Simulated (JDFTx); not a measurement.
## KI: geometry relaxation (part 2 of 2)

KI (Fm-3m, 2 atoms in the cell); Kohn-Sham DFT of a periodic cell, PBE with D2, PseudoDojo-SR-PBE-0.5-standard, no spin polarisation (JDFTx 1.7.0 (patched build)); cutoff 1006.82 eV, 7×7×7 k-mesh, fermi-dirac of 0.05 eV. The structure derives from an entry of the Crystallography Open Database.

Geometry of the input (Å; fractional positions):
```
0.0000  3.5328  3.5328
3.5328  0.0000  3.5328
3.5328  3.5328  0.0000
I  0.5000  0.5000  0.5000
K  0.0000  0.0000  0.0000
```

What the program printed, continued:
```
# Strain tensor in Cartesian coordinates:
[ -0.000288222            0            0  ]
[            0 -0.000288222            0  ]
[            0            0 -0.000288222  ]

# Stress tensor in Cartesian coordinates [Eh/a0^3]:
[   4.3908e-06            0            0  ]
[            0   4.3908e-06            0  ]
[            0            0   4.3908e-06  ]

# Ionic positions in lattice coordinates:
ion I   0.500000000000000   0.500000000000000   0.500000000000000 1
ion K   0.000000000000000   0.000000000000000  -0.000000000000000 1

# Forces in Cartesian coordinates:
force I   0.000000000000000  -0.000000000000000  -0.000000000000000 1
force K   0.000000000000000   0.000000000000000   0.000000000000000 1

# Energy components:
   Eewald =      -27.4697551823934170
       EH =        9.5599885900065829
     Eloc =      -34.4103097594401106
      Enl =        6.1570049864660641
     EvdW =       -0.0188713733841942
      Exc =      -10.4119363156261571
 Exc_core =        2.9740955406138219
       KE =       13.4716966197248826
-------------------------------------
     Etot =      -40.1480868940325237
       TS =        0.0000000000000093
-------------------------------------
        F =      -40.1480868940325308

LatticeMinimize: Iter:   1  F: -40.148086894032531  |grad|_K:  5.376e-04  alpha:  7.000e+00  linmin: -1.000e+00

#--- Lowdin population analysis ---
# oxidation-state I -0.618
# oxidation-state K +0.667

-------- Electronic minimization -----------
Will mix electronic density at each iteration.
	FillingsUpdate:  mu: +0.100000000  nElectrons: 16.000000
	FillingsUpdate:  mu: +0.100000000  nElectrons: 16.000000
SCF: Cycle:  0   F: -40.148096327026316   dF: -1.960e-05   |Residual|: 6.063e-04   |deigs|: 1.934e-04
	FillingsUpdate:  mu: +0.100000000  nElectrons: 16.000000
SCF: Cycle:  1   F: -40.148096797953329   dF: -4.709e-07   |Residual|: 2.738e-04   |deigs|: 9.134e-05
	FillingsUpdate:  mu: +0.100000000  nElectrons: 16.000000
SCF: Cycle:  2   F: -40.148096953103995   dF: -1.552e-07   |Residual|: 6.200e-05   |deigs|: 8.032e-05
	FillingsUpdate:  mu: +0.100000000  nElectrons: 16.000000
SCF: Cycle:  3   F: -40.148096956348674   dF: -3.245e-09   |Residual|: 2.159e-05   |deigs|: 8.329e-06
	FillingsUpdate:  mu: +0.100000000  nElectrons: 16.000000
SCF: Cycle:  4   F: -40.148096959765951   dF: -3.417e-09   |Residual|: 7.626e-06   |deigs|: 7.336e-06
	FillingsUpdate:  mu: +0.100000000  nElectrons: 16.000000
SCF: Cycle:  5   F: -40.148096960303825   dF: -5.379e-10   |Residual|: 4.225e-06   |deigs|: 1.466e-06
	FillingsUpdate:  mu: +0.100000000  nElectrons: 16.000000
SCF: Cycle:  6   F: -40.148096960671559   dF: -3.677e-10   |Residual|: 1.152e-06   |deigs|: 2.646e-06
SCF: Converged (|Delta E|<1.000000e-09 for 2 iters).

Setting wave functions to eigenvectors of Hamiltonian
# Lattice vectors:
R =
[            0      6.65769      6.65769  ]
[      6.65769            0      6.65769  ]
[      6.65769      6.65769            0  ]
unit cell volume = 590.202

# Strain tensor in Cartesian coordinates:
[  -0.00273915            0            0  ]
[            0  -0.00273915            0  ]
[            0            0  -0.00273915  ]

# Stress tensor in Cartesian coordinates [Eh/a0^3]:
[  1.74564e-07            0            0  ]
[            0  1.74564e-07            0  ]
[            0            0  1.74564e-07  ]

# Ionic positions in lattice coordinates:
ion I   0.500000000000000   0.500000000000000   0.500000000000000 1
ion K   0.000000000000000  -0.000000000000000   0.000000000000000 1

# Forces in Cartesian coordinates:
force I   0.000000000000000  -0.000000000000000  -0.000000000000000 1
force K   0.000000000000000  -0.000000000000000   0.000000000000000 1

# Energy components:
   Eewald =      -27.5372664733104813
       EH =        9.5243808375608854
     Eloc =      -34.3093444308896878
      Enl =        6.1574758420673312
     EvdW =       -0.0189761214021523
      Exc =      -10.4132843786724543
 Exc_core =        2.9740955540839504
       KE =       13.4748222098910677
-------------------------------------
     Etot =      -40.1480969606715377
       TS =        0.0000000000000245
-------------------------------------
        F =      -40.1480969606715590

LatticeMinimize: Iter:   2  F: -40.148096960671559  |grad|_K:  2.122e-05  alpha:  1.000e+00  linmin: -1.000e+00

#--- Lowdin population analysis ---
# oxidation-state I -0.617
# oxidation-state K +0.666

-------- Electronic minimization -----------
Will mix electronic density at each iteration.
	FillingsUpdate:  mu: +0.100000000  nElectrons: 16.000000
	FillingsUpdate:  mu: +0.100000000  nElectrons: 16.000000
SCF: Cycle:  0   F: -40.148096969641728   dF: -2.658e-08   |Residual|: 1.034e-05   |deigs|: 6.818e-07
	FillingsUpdate:  mu: +0.100000000  nElectrons: 16.000000
SCF: Cycle:  1   F: -40.148096974820675   dF: -5.179e-09   |Residual|: 1.957e-05   |deigs|: 1.921e-06
	FillingsUpdate:  mu: +0.100000000  nElectrons: 16.000000
SCF: Cycle:  2   F: -40.148096974460678   dF: +3.600e-10   |Residual|: 2.846e-05   |deigs|: 2.140e-06
	FillingsUpdate:  mu: +0.100000000  nElectrons: 16.000000
SCF: Cycle:  3   F: -40.148096975620028   dF: -1.159e-09   |Residual|: 1.170e-05   |deigs|: 4.371e-06
	FillingsUpdate:  mu: +0.100000000  nElectrons: 16.000000
SCF: Cycle:  4   F: -40.148096975860369   dF: -2.403e-10   |Residual|: 3.616e-06   |deigs|: 3.678e-06
	FillingsUpdate:  mu: +0.100000000  nElectrons: 16.000000
SCF: Cycle:  5   F: -40.148096975904998   dF: -4.463e-11   |Residual|: 1.512e-06   |deigs|: 1.143e-06
SCF: Converged (|Delta E|<1.000000e-09 for 2 iters).

Setting wave functions to eigenvectors of Hamiltonian
# Lattice vectors:
R =
[            0      6.65704      6.65704  ]
[      6.65704            0      6.65704  ]
[      6.65704      6.65704            0  ]
unit cell volume = 590.029

# Strain tensor in Cartesian coordinates:
[  -0.00283681            0            0  ]
[            0  -0.00283681            0  ]
[            0            0  -0.00283681  ]

# Stress tensor in Cartesian coordinates [Eh/a0^3]:
[  -2.8812e-09            0            0  ]
[            0  -2.8812e-09            0  ]
[            0            0  -2.8812e-09  ]

# Ionic positions in lattice coordinates:
ion I   0.500000000000000   0.500000000000000   0.500000000000000 1
ion K   0.000000000000000  -0.000000000000000   0.000000000000000 1

# Forces in Cartesian coordinates:
force I   0.000000000000000   0.000000000000000  -0.000000000000000 1
force K   0.000000000000000   0.000000000000000  -0.000000000000000 1

# Energy components:
   Eewald =      -27.5399633430487611
       EH =        9.5229639388389664
     Eloc =      -34.3053232319248238
      Enl =        6.1574991790004034
     EvdW =       -0.0189802092851679
      Exc =      -10.4133406850499544
 Exc_core =        2.9740955557852837
       KE =       13.4749518197790774
-------------------------------------
     Etot =      -40.1480969759049700
       TS =        0.0000000000000254
-------------------------------------
        F =      -40.1480969759049984

LatticeMinimize: Iter:   3  F: -40.148096975904998  |grad|_K:  3.501e-07  alpha:  1.000e+00  linmin:  1.000e+00

#--- Lowdin population analysis ---
# oxidation-state I -0.617
# oxidation-state K +0.666

-------- Electronic minimization -----------
Will mix electronic density at each iteration.
	FillingsUpdate:  mu: +0.100000000  nElectrons: 16.000000
	FillingsUpdate:  mu: +0.100000000  nElectrons: 16.000000
SCF: Cycle:  0   F: -40.148096975901595   dF: -1.106e-11   |Residual|: 6.301e-07   |deigs|: 3.593e-07
	FillingsUpdate:  mu: +0.100000000  nElectrons: 16.000000
SCF: Cycle:  1   F: -40.148096975921547   dF: -1.995e-11   |Residual|: 1.464e-06   |deigs|: 7.601e-07
SCF: Converged (|Delta E|<1.000000e-09 for 2 iters).

Setting wave functions to eigenvectors of Hamiltonian
# Lattice vectors:
R =
[            0      6.65705      6.65705  ]
[      6.65705            0      6.65705  ]
[      6.65705      6.65705            0  ]
unit cell volume = 590.032

# Strain tensor in Cartesian coordinates:
[  -0.00283528            0            0  ]
[            0  -0.00283528            0  ]
[            0            0  -0.00283528  ]

# Stress tensor in Cartesian coordinates [Eh/a0^3]:
[  7.43724e-09            0            0  ]
[            0  7.43724e-09            0  ]
[            0            0  7.43724e-09  ]

# Ionic positions in lattice coordinates:
ion I   0.500000000000000   0.500000000000000   0.500000000000000 1
ion K   0.000000000000000  -0.000000000000000   0.000000000000000 1

# Forces in Cartesian coordinates:
force I  -0.000000000000000  -0.000000000000000  -0.000000000000000 1
force K   0.000000000000000  -0.000000000000000   0.000000000000000 1

# Energy components:
   Eewald =      -27.5399213073180249
       EH =        9.5229850383996233
     Eloc =      -34.3053808717357356
      Enl =        6.1574948393515880
     EvdW =       -0.0189801456243700
      Exc =      -10.4133376535375355
 Exc_core =        2.9740955557589954
       KE =       13.4749475687839446
-------------------------------------
     Etot =      -40.1480969759215185
       TS =        0.0000000000000254
-------------------------------------
        F =      -40.1480969759215469

LatticeMinimize: Iter:   4  F: -40.148096975921547  |grad|_K:  9.036e-07  alpha:  1.000e+00  linmin:  1.000e+00
LatticeMinimize: Converged (|Delta F|<1.000000e-06 for 2 iters).

#--- Lowdin population analysis ---
# oxidation-state I -0.617
# oxidation-state K +0.666

Dumping 'run.eigStats' ...
	eMin: -0.993870 at state 0 ( [ +0.000000 +0.000000 +0.000000 ] spin 0 )
	HOMO: +0.052931 at state 0 ( [ +0.000000 +0.000000 +0.000000 ] spin 0 )
	mu  : +0.100000
	LUMO: +0.199192 at state 0 ( [ +0.000000 +0.000000 +0.000000 ] spin 0 )
	eMax: +0.402446 at state 14 ( [ +0.000000 +0.428571 +0.428571 ] spin 0 )
	HOMO-LUMO gap: +0.146261
	Optical gap  : +0.146261 at state 0 ( [ +0.000000 +0.000000 +0.000000 ] spin 0 )
Done!
```

Trajectory as extended XYZ (Å, eV, eV/Å), 5 frames, from step=0 to step=4:
```
2
Lattice="0.0000 3.5328 3.5328 3.5328 0.0000 3.5328 3.5328 3.5328 0.0000" Properties=species:S:1:pos:R:3:forces:R:3 step=0 energy=-1092.48503
I     3.5328    3.5328    3.5328    0.0000   0.0000   0.0000
K     0.0000    0.0000    0.0000    0.0000   0.0000   0.0000
2
Lattice="0.0000 3.5318 3.5318 3.5318 0.0000 3.5318 3.5318 3.5318 0.0000" Properties=species:S:1:pos:R:3:forces:R:3 step=1 energy=-1092.48510
I     3.5318    3.5318    3.5318    0.0000   0.0000   0.0000
K     0.0000    0.0000    0.0000    0.0000   0.0000   0.0000
2
Lattice="0.0000 3.5231 3.5231 3.5231 0.0000 3.5231 3.5231 3.5231 0.0000" Properties=species:S:1:pos:R:3:forces:R:3 step=2 energy=-1092.48537
I     3.5231    3.5231    3.5231    0.0000   0.0000   0.0000
K     0.0000    0.0000    0.0000    0.0000   0.0000   0.0000
2
Lattice="0.0000 3.5228 3.5228 3.5228 0.0000 3.5228 3.5228 3.5228 0.0000" Properties=species:S:1:pos:R:3:forces:R:3 step=3 energy=-1092.48537
I     3.5228    3.5228    3.5228    0.0000   0.0000   0.0000
K     0.0000    0.0000    0.0000    0.0000   0.0000   0.0000
2
Lattice="0.0000 3.5228 3.5228 3.5228 0.0000 3.5228 3.5228 3.5228 0.0000" Properties=species:S:1:pos:R:3:forces:R:3 step=4 energy=-1092.48537
I     3.5228    3.5228    3.5228    0.0000   0.0000   0.0000
K     0.0000    0.0000    0.0000    0.0000   0.0000   0.0000
```

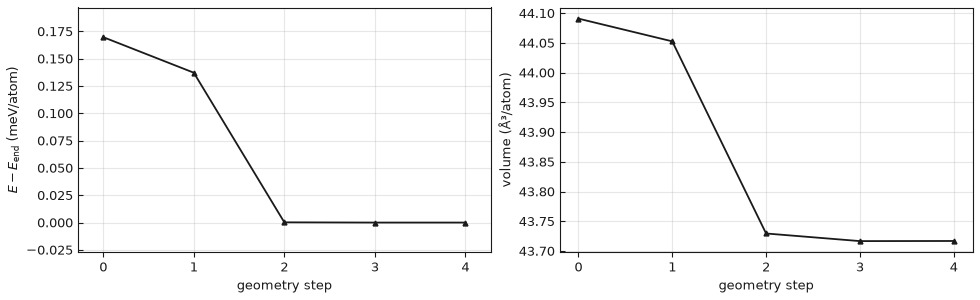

Fig. 1: Progress of the relaxation, step by step (steps are counted from 0). The atoms keep their places relative to the cell (all moves are under 0.005 Å). Cell: a = b = c 7.066 → 7.046 Å (−0.3 %). Volume −0.8 %. Distances before and after: I1–K2 3.533 → 3.523 Å. The space group stays Fm-3m (No. 225). After 4 geometry steps the energy has fallen by 0.2 meV per atom. All forces vanish by symmetry, so only the cell relaxes. (Atoms are counted from 1 in the order of the input.)

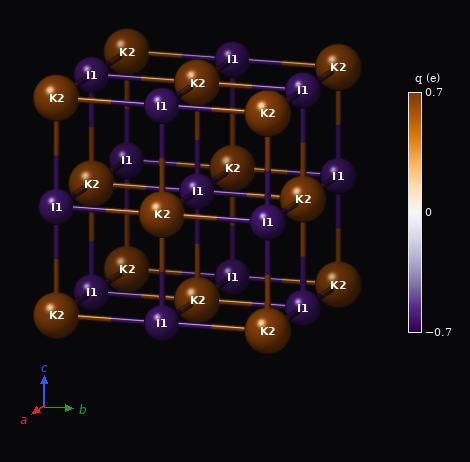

Fig. 2: Löwdin charges, as the colour of each atom (ball-and-stick view of the cell 4 times as large as that of the calculation, set on its symmetry axes, seen slightly off an axis; atoms are numbered from 1 in the order of the input). By element: I −0.62 and K +0.67 e.

Results in brief:

- outcome: converged
- space group (tolerance 0.01 Å): Fm-3m (225)
- electrons treated: 16
- free energy: −1092.4854 eV
- gap on the k-point mesh: 3.98 eV
- pressure: 0.00 GPa
- final volume: 87.43 Å³
- largest force (length of the vector) at the end: under 0.001 eV/Å
- final cell: a = 4.982 Å, b = 4.982 Å, c = 4.982 Å, α = 60.00°, β = 60.00°, γ = 60.00°
- wall time: 6.6 min
- peak memory: 0.24 GiB

Notes:

Notes on the run: WARNING: large normalization error in atomic orbital 2s (integral: 0.980832).
